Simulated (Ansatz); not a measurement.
# Nb(100) / 1 layer Pb(100) / Nb(100): resistance against film thickness, part 2 of 2

Aim: what a thin film of another metal adds to the resistance, first Nb(100) / 1 layer Pb(100) / Nb(100).

Ansatz 0.2.0; Ansatz plane-wave DFT, PBEsol, PAW files; ballistic transport by layer matching (Landauer), zero bias; PAW set soft_1 (the session's first sound run).

So far. Step 2 (With 1 layer): The lead's potential steps by 12 meV from period to period, small in itself. The program estimates the junction's conductance to 8.5 % from the k-mesh, 1 % from the leads' distance from neutral and 6.1 % from their steps. Step 3 (With 3 layers, k-mesh 11×11×1, film layers 3): The conductance of the junction is 4.4e14 S/m², 11 % over the 4.0e14 S/m² of the last finished run, no more than the error estimates, leads' steps apart, of 8.5 and 11 % together.

### 4. With 5 layers, k-mesh 11×11×1, film layers 5

The stack now holds 5 film layers; the k-mesh follows the cell, and the energies span -0.27 to 0.27 eV.

System of this step: Nb(100) / 5 layers Pb(100) / Nb(100). The cell holds 16 atoms: 11 Nb and 5 Pb. Cell: a = 3.306 Å, b = 3.306 Å, c = 32.060 Å, α = 90.0°, β = 90.0°, γ = 90.0°. It derives from Nb and Pb. Regions: lead, 11 atoms (11 Nb); films, 5 atoms (5 Pb). The structure is stacked along c, and the current runs across the ab planes.

File input.yaml:

```yaml
crystal:
  lattice:
    - [3.3063, 0.0, 0.0]
    - [0.0, 3.3063, 0.0]
    - [0.0, 0.0, 32.0602459713]
  atoms:
    - { symbol: Nb, position: [0.0, 0.0, 0.0257819295] }
    - { symbol: Nb, position: [0.5, 0.5, 0.0773457884] }
    - { symbol: Nb, position: [0.0, 0.0, 0.1289096473] }
    - { symbol: Nb, position: [0.5, 0.5, 0.1804735062] }
    - { symbol: Nb, position: [0.0, 0.0, 0.2320373651] }
    - { symbol: Pb, position: [0.5, 0.5, 0.3010990498] }
    - { symbol: Pb, position: [0.0, 0.0, 0.3876585602] }
    - { symbol: Pb, position: [0.5, 0.5, 0.4742180705] }
    - { symbol: Pb, position: [0.0, 0.0, 0.5607775809] }
    - { symbol: Pb, position: [0.5, 0.5, 0.6473370913] }
    - { symbol: Nb, position: [0.0, 0.0, 0.716398776] }
    - { symbol: Nb, position: [0.5, 0.5, 0.7679626349] }
    - { symbol: Nb, position: [0.0, 0.0, 0.8195264938] }
    - { symbol: Nb, position: [0.5, 0.5, 0.8710903527] }
    - { symbol: Nb, position: [0.0, 0.0, 0.9226542116] }
    - { symbol: Nb, position: [0.5, 0.5, 0.9742180705] }
kpoints:
  mp_grid: { grid: [11, 11, 1] }
hamiltonian:
  xc: pbesol
  pseudopotentials: { kind: paw, azcp: { folder: soft_1 }, xc_functional: pbe }
scf:
  occupations: { method: fermi_dirac, width: 0.1 }
output:
  transmission:
    leads: [[0, 1]]
    kmesh: [22, 22]
    e_range: [-0.27, 0.27]
    de: 0.036
  write_potential: true
  write_density: true
  volumetric_format: npy
```

Started as:

```console
ansatz run input.yaml --threads 4 --pin off --max-ram 8192MiB --backend cpu --events-out ev --progress --plain --runs-dir out
```

Numbers of over 12 decimals in the logs are rounded to 6 here.

Log:

```text
[...]
Crystal: 16 atoms, lattice volume = 350.470 Å³
Basis set: ecut = 420 eV, 6875 PW (Γ)
Bands: 128, of which v1, the nominal top of the filled ones, is band 107 counted from 1 (106 counted from 0)
Symmetry: 16 space group operations
[...]
k-points: 21 of 121
[...]
--- Transmission ---
  basis      : 97 plane waves across, 51 finite elements along
  points     : 78, standing for a mesh of 22 x 22
[...]
filled         : 17.9 meV over the level at which it is neutral
    channels       : 2.708678e0 a spin
[...]
junction   : crystal 0 to crystal 0, -0.70 to 29.71 Å
    transmission   : 6.211820e-1 a spin
[...]
resistance     : 1.7552e-3 Ω µm² beyond half of each lead's own
[key lines of the parts left out:]
SCF converged after 11 iterations
Free energy (F): -108234.933035 eV
Fermi energy:    14.768620 eV
```

The job ended after 2 min (4 threads of Intel Xeon Platinum 8375C at 2.90GHz (Ice Lake), shared host; peak memory 1.5 GiB).

Numbers from this step:

* free energy: -108234.9330 eV
* energy at zero smearing: -108234.6311 eV
* Fermi energy: 14.77 eV
* step of the lead's potential: 9.7 meV
* estimated errors of the lead's conductance: 0, 3.6, 1.6 % (band edges, k-mesh, distance from neutral)
* lead conductance per cell: 2.706 G₀
* conductance of the junction: 4.39e14 S/m²
* junction conductance per cell: 0.6197 G₀
* estimated errors of the junction's conductance: 0.5, 0.1, 8.9, 137.3, 1.5 % (energy step, band edges, k-mesh, leads' steps, distance from neutral)
* area resistance that the stack adds (contact term taken off, spin by spin): 1.755 fΩ m²

Per spin. Table of transmission, zone mean by energy, zero at the Fermi level:

```tsv
energy (eV)	transmission, zone mean
-0.270	0.555
-0.234	0.598
-0.198	0.633
-0.162	0.631
-0.126	0.657
-0.090	0.651
-0.054	0.637
-0.018	0.646
0.018	0.621
0.054	0.572
0.090	0.541
0.126	0.501
0.162	0.476
0.198	0.447
0.234	0.415
0.270	0.383
```

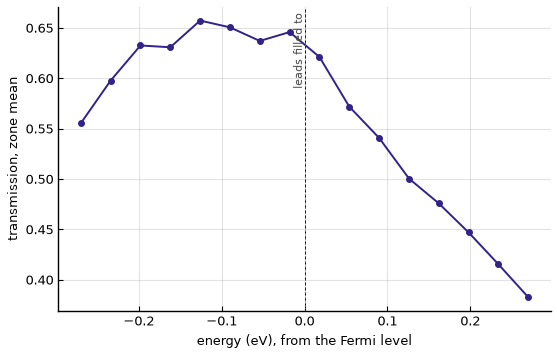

Transmission, zone mean against energy.

The conductance of the junction is 4.4e14 S/m², 1.1 % under the 4.4e14 S/m² of the last finished run, within the error estimates, leads' steps apart, of 11 and 8.9 %. The estimate from the leads' steps, 137 %, is larger still.

### 5. With 7 layers, k-mesh 11×11×1, film layers 7

The stack now holds 7 film layers; the k-mesh follows the cell, and the energies span -0.27 to 0.27 eV.

System of this step: Nb(100) / 7 layers Pb(100) / Nb(100). The cell holds 18 atoms: 11 Nb and 7 Pb. Cell: a = 3.306 Å, b = 3.306 Å, c = 37.610 Å, α = 90.0°, β = 90.0°, γ = 90.0°. It derives from Nb and Pb. Regions: lead, 11 atoms (11 Nb); films, 7 atoms (7 Pb). The structure is stacked along c, and the current runs across the ab planes.

input.yaml, the sections that differ from step 4:

```yaml
crystal:
  lattice:
    - [3.3063, 0.0, 0.0]
    - [0.0, 3.3063, 0.0]
    - [0.0, 0.0, 37.6104843599]
  atoms:
    - { symbol: Nb, position: [0.0, 0.0, 0.0219772495] }
    - { symbol: Nb, position: [0.5, 0.5, 0.0659317486] }
    - { symbol: Nb, position: [0.0, 0.0, 0.1098862477] }
    - { symbol: Nb, position: [0.5, 0.5, 0.1538407468] }
    - { symbol: Nb, position: [0.0, 0.0, 0.1977952458] }
    - { symbol: Pb, position: [0.5, 0.5, 0.256665389] }
    - { symbol: Pb, position: [0.0, 0.0, 0.3304511761] }
    - { symbol: Pb, position: [0.5, 0.5, 0.4042369633] }
    - { symbol: Pb, position: [0.0, 0.0, 0.4780227505] }
    - { symbol: Pb, position: [0.5, 0.5, 0.5518085376] }
    - { symbol: Pb, position: [0.0, 0.0, 0.6255943248] }
    - { symbol: Pb, position: [0.5, 0.5, 0.699380112] }
    - { symbol: Nb, position: [0.0, 0.0, 0.7582502551] }
    - { symbol: Nb, position: [0.5, 0.5, 0.8022047542] }
    - { symbol: Nb, position: [0.0, 0.0, 0.8461592532] }
    - { symbol: Nb, position: [0.5, 0.5, 0.8901137523] }
    - { symbol: Nb, position: [0.0, 0.0, 0.9340682514] }
    - { symbol: Nb, position: [0.5, 0.5, 0.9780227505] }
# kpoints, hamiltonian, scf, output: as in step 4
```

Log:

```text
[...]
Crystal: 18 atoms, lattice volume = 411.144 Å³
Basis set: ecut = 420 eV, 8101 PW (Γ)
Bands: 145, of which v1, the nominal top of the filled ones, is band 121 counted from 1 (120 counted from 0)
Symmetry: 16 space group operations
[...]
k-points: 21 of 121
[...]
--- Transmission ---
  basis      : 97 plane waves across, 58 finite elements along
  points     : 78, standing for a mesh of 22 x 22
[...]
filled         : 20.9 meV over the level at which it is neutral
    channels       : 2.708678e0 a spin
[...]
junction   : crystal 0 to crystal 0, -0.70 to 35.26 Å
    transmission   : 5.392798e-1 a spin
[...]
resistance     : 2.0999e-3 Ω µm² beyond half of each lead's own
[key lines of the parts left out:]
SCF converged after 11 iterations
Free energy (F): -131749.224343 eV
Fermi energy:    14.203880 eV
```

It took 2.6 min on 4 threads; peak memory 1.9 GiB; 9.2 min of CPU time.

This step gave:

| Item | Value |
| --- | --- |
| free energy | -131749.2243 eV |
| energy at zero smearing | -131748.9065 eV |
| Fermi energy | 14.20 eV |
| step of the lead's potential | 10.8 meV |
| ballistic conductance of the lead | 1.91e15 S/m² |
| estimated errors of the lead's conductance | 0, 3.6, 1.9 % (band edges, k-mesh, distance from neutral) |
| lead conductance per cell | 2.698 G₀ |
| conductance of the junction | 3.81e14 S/m² |
| junction conductance per cell | 0.5379 G₀ |
| estimated errors of the junction's conductance | 0.6, 0, 10.2, 415.7, 1.4 % (energy step, band edges, k-mesh, leads' steps, distance from neutral) |
| area resistance that the stack adds (contact term taken off, spin by spin) | 2.100 fΩ m² |

Per spin. The transmission, zone mean by energy, zero at the Fermi level:

```tsv
energy (eV)	transmission, zone mean
-0.270	0.552
-0.234	0.586
-0.198	0.604
-0.162	0.608
-0.126	0.579
-0.090	0.593
-0.054	0.549
-0.018	0.538
0.018	0.539
0.054	0.510
0.090	0.497
0.126	0.510
0.162	0.476
0.198	0.464
0.234	0.455
0.270	0.398
```

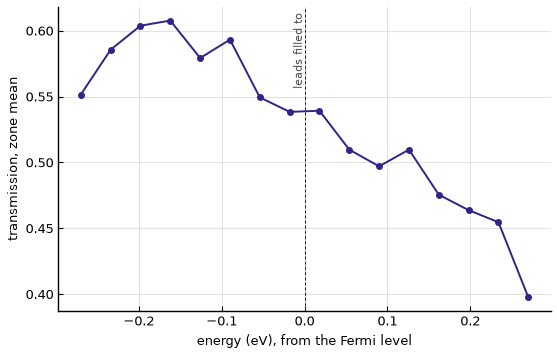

Transmission, zone mean against energy.

The conductance of the junction is 3.8e14 S/m², 13 % under the 4.4e14 S/m² of the last finished run, no more than the error estimates, leads' steps apart, of 8.9 and 10 % together. The estimate from the leads' steps, 416 %, is larger still.

### 6. With 9 layers, k-mesh 11×11×1, film layers 9

The stack now holds 9 film layers; the k-mesh follows the cell, and the energies span -0.27 to 0.27 eV.

System of this step: Nb(100) / 9 layers Pb(100) / Nb(100). The cell holds 20 atoms: 11 Nb and 9 Pb. Its edges and angles: a = 3.306 Å, b = 3.306 Å, c = 43.161 Å, α = 90.0°, β = 90.0°, γ = 90.0°. It derives from Nb and Pb. Regions: lead, 11 atoms (11 Nb); films, 9 atoms (9 Pb). The structure is stacked along c, and the current runs across the ab planes.

input.yaml, the sections that differ from step 5:

```yaml
crystal:
  lattice:
    - [3.3063, 0.0, 0.0]
    - [0.0, 3.3063, 0.0]
    - [0.0, 0.0, 43.1607227484]
  atoms:
    - { symbol: Nb, position: [0.0, 0.0, 0.0191510926] }
    - { symbol: Nb, position: [0.5, 0.5, 0.0574532779] }
    - { symbol: Nb, position: [0.0, 0.0, 0.0957554632] }
    - { symbol: Nb, position: [0.5, 0.5, 0.1340576485] }
    - { symbol: Nb, position: [0.0, 0.0, 0.1723598338] }
    - { symbol: Pb, position: [0.5, 0.5, 0.223659591] }
    - { symbol: Pb, position: [0.0, 0.0, 0.2879569201] }
    - { symbol: Pb, position: [0.5, 0.5, 0.3522542492] }
    - { symbol: Pb, position: [0.0, 0.0, 0.4165515783] }
    - { symbol: Pb, position: [0.5, 0.5, 0.4808489074] }
    - { symbol: Pb, position: [0.0, 0.0, 0.5451462364] }
    - { symbol: Pb, position: [0.5, 0.5, 0.6094435655] }
    - { symbol: Pb, position: [0.0, 0.0, 0.6737408946] }
    - { symbol: Pb, position: [0.5, 0.5, 0.7380382237] }
    - { symbol: Nb, position: [0.0, 0.0, 0.7893379809] }
    - { symbol: Nb, position: [0.5, 0.5, 0.8276401662] }
    - { symbol: Nb, position: [0.0, 0.0, 0.8659423515] }
    - { symbol: Nb, position: [0.5, 0.5, 0.9042445368] }
    - { symbol: Nb, position: [0.0, 0.0, 0.9425467221] }
    - { symbol: Nb, position: [0.5, 0.5, 0.9808489074] }
# kpoints, hamiltonian, scf, output: as in step 5
```

Log:

```text
[...]
Crystal: 20 atoms, lattice volume = 471.817 Å³
Basis set: ecut = 420 eV, 9313 PW (Γ)
Bands: 162, of which v1, the nominal top of the filled ones, is band 135 counted from 1 (134 counted from 0)
Symmetry: 16 space group operations
[...]
k-points: 21 of 121
[...]
--- Transmission ---
  basis      : 97 plane waves across, 65 finite elements along
  points     : 78, standing for a mesh of 22 x 22
[...]
filled         : 19.0 meV over the level at which it is neutral
    channels       : 2.708678e0 a spin
[...]
junction   : crystal 0 to crystal 0, -0.70 to 40.81 Å
    transmission   : 5.820314e-1 a spin
[...]
resistance     : 1.9377e-3 Ω µm² beyond half of each lead's own
[key lines of the parts left out:]
SCF converged after 11 iterations
Free energy (F): -155263.509540 eV
Fermi energy:    13.785053 eV
```

Run time: 2.7 min. Hardware: 4 threads; peak memory 2.3 GiB.

This step gave:

- free energy: -155263.5095 eV
- energy at zero smearing: -155263.1724 eV
- Fermi energy: 13.79 eV
- step of the lead's potential: 10.9 meV
- ballistic conductance of the lead: 1.92e15 S/m²
- estimated errors of the lead's conductance: 0, 3.6, 1.7 % (band edges, k-mesh, distance from neutral)
- lead conductance per cell: 2.703 G₀
- conductance of the junction: 4.07e14 S/m²
- junction conductance per cell: 0.5736 G₀
- estimated errors of the junction's conductance: 0.9, 0, 12.2, 303.6, 0.2 % (energy step, band edges, k-mesh, leads' steps, distance from neutral)
- area resistance that the stack adds (contact term taken off, spin by spin): 1.938 fΩ m²

Per spin. The transmission, zone mean by energy, zero at the Fermi level:

```tsv
energy (eV)	transmission, zone mean
-0.270	0.565
-0.234	0.538
-0.198	0.538
-0.162	0.548
-0.126	0.539
-0.090	0.578
-0.054	0.591
-0.018	0.568
0.018	0.582
0.054	0.567
0.090	0.524
0.126	0.517
0.162	0.530
0.198	0.505
0.234	0.447
0.270	0.375
```

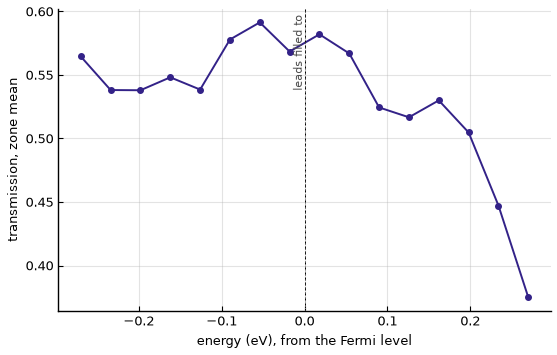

Transmission, zone mean against energy.

The conductance of the junction is 4.1e14 S/m², 6.6 % over the 3.8e14 S/m² of the last finished run, within the error estimates, leads' steps apart, of 10 and 12 %. The estimate from the leads' steps, 304 %, is larger still.

### 7. Cost and result by level

Times are for 4 threads of Intel Xeon Platinum 8375C at 2.90GHz (Ice Lake), shared host. The runs compared:

```tsv
no.	film layers	area resistance that the stack adds (contact term taken off, spin by spin) (fΩ m²)	conductance of the junction (S/m²)	time	memory (GiB)
1	1	1.980	4.00e14	3.1 min	1.2
2	3	1.731	4.44e14	1.8 min	1.2
3	5	1.755	4.39e14	2 min	1.5
4	7	2.100	3.81e14	2.6 min	1.9
5	9	1.938	4.07e14	2.7 min	2.3
```

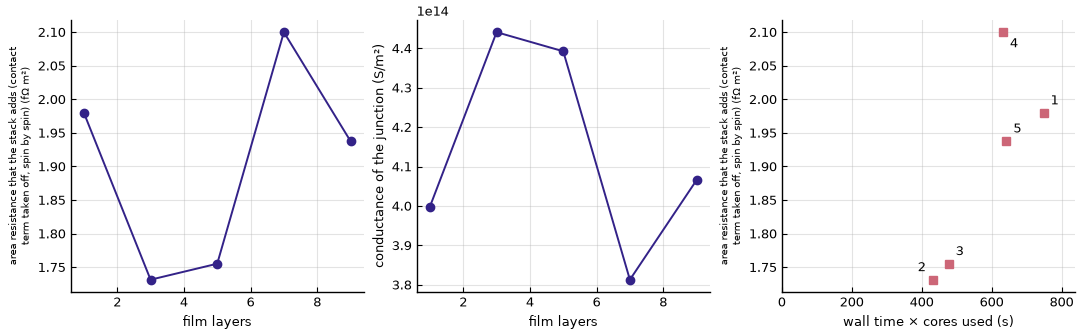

The series as plots; the last panel sets the first result against cost, with the runs numbered as in the table.

### 8. With 3 layers

This step: Ansatz plane-wave DFT, PBEsol, PAW files; ballistic transport by layer matching (Landauer), zero bias; changed: output.transmission.kmesh = [33, 33], output.transmission.e_range = [0, 2], output.transmission.de = 0.05; PAW set soft_1 (Ansatz 0.2.0).

System of this step: Nb(100) / 3 layers Pb(100) / Nb(100). The cell holds 14 atoms: 11 Nb and 3 Pb. Its edges and angles: a = 3.306 Å, b = 3.306 Å, c = 26.510 Å, α = 90.0°, β = 90.0°, γ = 90.0°. It derives from Nb and Pb. Regions: lead, 11 atoms (11 Nb); films, 3 atoms (3 Pb). The structure is stacked along c, and the current runs across the ab planes.

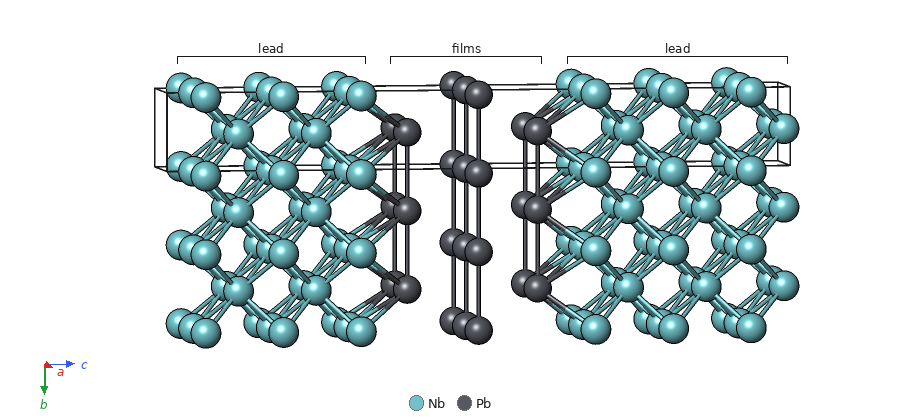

The cell of this step (niobium teal, lead dark grey). 2×3×1 cells are drawn. Some periodic images of atoms are drawn too.

File input.yaml:

```yaml
crystal:
  lattice:
    - [3.3063, 0.0, 0.0]
    - [0.0, 3.3063, 0.0]
    - [0.0, 0.0, 26.5100075828]
  atoms:
    - { symbol: Nb, position: [0.0, 0.0, 0.0311797346] }
    - { symbol: Nb, position: [0.5, 0.5, 0.0935392037] }
    - { symbol: Nb, position: [0.0, 0.0, 0.1558986729] }
    - { symbol: Nb, position: [0.5, 0.5, 0.218258142] }
    - { symbol: Nb, position: [0.0, 0.0, 0.2806176112] }
    - { symbol: Pb, position: [0.5, 0.5, 0.364138319] }
    - { symbol: Pb, position: [0.0, 0.0, 0.4688202654] }
    - { symbol: Pb, position: [0.5, 0.5, 0.5735022119] }
    - { symbol: Nb, position: [0.0, 0.0, 0.6570229197] }
    - { symbol: Nb, position: [0.5, 0.5, 0.7193823888] }
    - { symbol: Nb, position: [0.0, 0.0, 0.781741858] }
    - { symbol: Nb, position: [0.5, 0.5, 0.8441013271] }
    - { symbol: Nb, position: [0.0, 0.0, 0.9064607963] }
    - { symbol: Nb, position: [0.5, 0.5, 0.9688202654] }
kpoints:
  mp_grid: { grid: [11, 11, 1] }
hamiltonian:
  xc: pbesol
  pseudopotentials: { kind: paw, azcp: { folder: soft_1 }, xc_functional: pbe }
scf:
  occupations: { method: fermi_dirac, width: 0.1 }
output:
  transmission: { leads: [[0, 1]], kmesh: [33, 33], e_range: [0, 2], de: 0.05 }
  write_potential: true
  write_density: true
  volumetric_format: npy
```

Log:

```text
[...]
Crystal: 14 atoms, lattice volume = 289.797 Å³
Basis set: ecut = 420 eV, 5729 PW (Γ)
Bands: 111, of which v1, the nominal top of the filled ones, is band 93 counted from 1 (92 counted from 0)
Symmetry: 16 space group operations
[...]
k-points: 21 of 121
[...]
SCF iter   1: F=—  HF=-84742.489444 eV  |F-HF|=—  |Δ(HF+E_count)|=         —  Δρ=7.93e-2  dr2=7.58e2  ethr=3.10e-3  ⟨swp⟩=6.6  Hψ=9344  notcnv=0
[...]
SCF iter  10: F=-84720.630131 eV  HF=-84720.630131 eV  |F-HF|=9.75e-9  |Δ(HF+E_count)|=   5.02e-8  Δρ=2.08e-6  dr2=2.07e-8  ethr=5.41e-11  ⟨swp⟩=15.3  Hψ=10471  notcnv=0
SCF 1 converged in 10 iterations: F = -84720.630131 eV  dr2 = 2.07e-8
[...]
transmission: 705 of 7038 steps passed
transmission: 1411 of 7038 steps passed
[...]
transmission: 7038 of 7038 steps passed
SCF converged after 10 iterations
Free energy (F): -84720.630131 eV
[...]
Internal energy: -84720.049136 eV  (E = F + TS)
E sigma→0 (E₀):  -84720.339634 eV
Entropy (-TS):   -0.580995 eV (-41.500 meV/atom)
Fermi energy:    15.569535 eV
[...]
--- Band table (eV; the first three rows and the last of 21) ---
  k-point 0: bands = [... 89 lower, 15.9101, 15.9688, 16.0913, 16.0913, 16.1257, 16.1694, 16.4297, 16.4427, ... 14 higher]
  k-point 1: bands = [... 89 lower, 15.8680, 15.8886, 15.9216, 15.9534, 16.1495, 16.3176, 16.5695, 16.7576, ... 14 higher]
  k-point 2: bands = [... 89 lower, 15.5834, 15.6552, 15.6583, 15.7834, 16.0046, 16.0824, 16.5427, 16.6617, ... 14 higher]
  k-point 20: bands = [... 89 lower, 14.9580, 15.1041, 15.1591, 15.2837, 15.9163, 16.0299, 16.3354, 16.5060, ... 14 higher]
--- Transmission ---
  basis      : 97 plane waves across, 46 finite elements along
  points     : 153, standing for a mesh of 33 x 33
[...]
channels       : 2.682277e0 a spin
    conductance    : none, the energies end too early or step too widely for 300 K: set another output.transmission.e_range or a lower de, or, where they end at an eighth of basis.ecutwfc, a higher one
  junction   : crystal 0 to crystal 0, -0.70 to 24.16 Å
    transmission   : 6.464954e-1 a spin
[...]
```

Run time: 4.1 min. Hardware: 4 threads; peak memory 1.3 GiB; 15 min of CPU time.

Numbers from this step:

- free energy: -84720.6301 eV
- energy at zero smearing: -84720.3396 eV
- Fermi energy: 15.57 eV
- step of the lead's potential: 9.5 meV

Per spin. Table of transmission, zone mean by energy, zero at the Fermi level:

```tsv
energy (eV)	transmission, zone mean
0.000	0.646
0.100	0.505
0.250	0.336
0.350	0.325
0.450	0.318
0.600	0.299
0.700	0.227
0.800	0.196
0.950	0.238
1.050	0.295
1.150	0.317
1.200	0.311
1.300	0.286
1.400	0.280
1.550	0.213
1.650	0.183
1.750	0.195
1.900	0.210
2.000	0.241
```

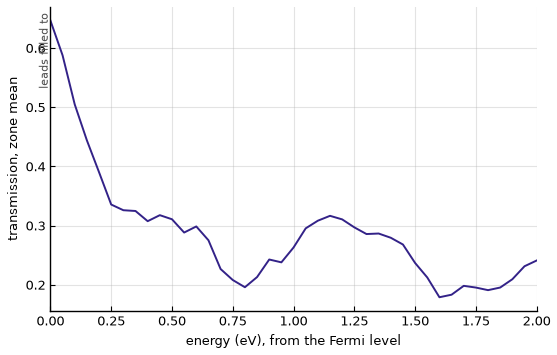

Transmission, zone mean, plotted against energy.

With these settings the solved energies don't cover or resolve the Fermi function, so the program prints no conductance.

### 9. Outcome

```
area resistance, 1 layer  : 1.98 fΩ m²
area resistance, 3 layers : 1.73 fΩ m²
area resistance, 5 layers : 1.76 fΩ m²
area resistance, 7 layers : 2.10 fΩ m²
area resistance, 9 layers : 1.94 fΩ m²
```

What this shows: The stack adds 2.0 fΩ m² with 1 layer and 1.9 fΩ m² with 9. From 3 layers on no step exceeds the two runs' error estimates together, as expected where only the two interfaces scatter; half the mean, 0.94 fΩ m², is a rough coherent figure for one interface. Atoms sit on ideal sites and aren't relaxed. Spin-orbit coupling is left out, which matters for Pb. The program's error estimates for the conductances, leads' steps apart, run from 8.5 to 12 %. The program's estimate of the error from the leads' steps alone runs to 416 %, although the steps are small; only longer leads would test it. Pb(100) is compressed by 5.6 % in plane to fit Nb(100).

[Logs are printed without paths, hosts, clocks, repeated set-up lines and the standing remarks that a program may print on its own settings, such as how far it seeks lower states.]

[Hosts, paths, dates, database ids (printed as entryN), source tags and the programs' standing remarks are cut or masked in the printed files.]
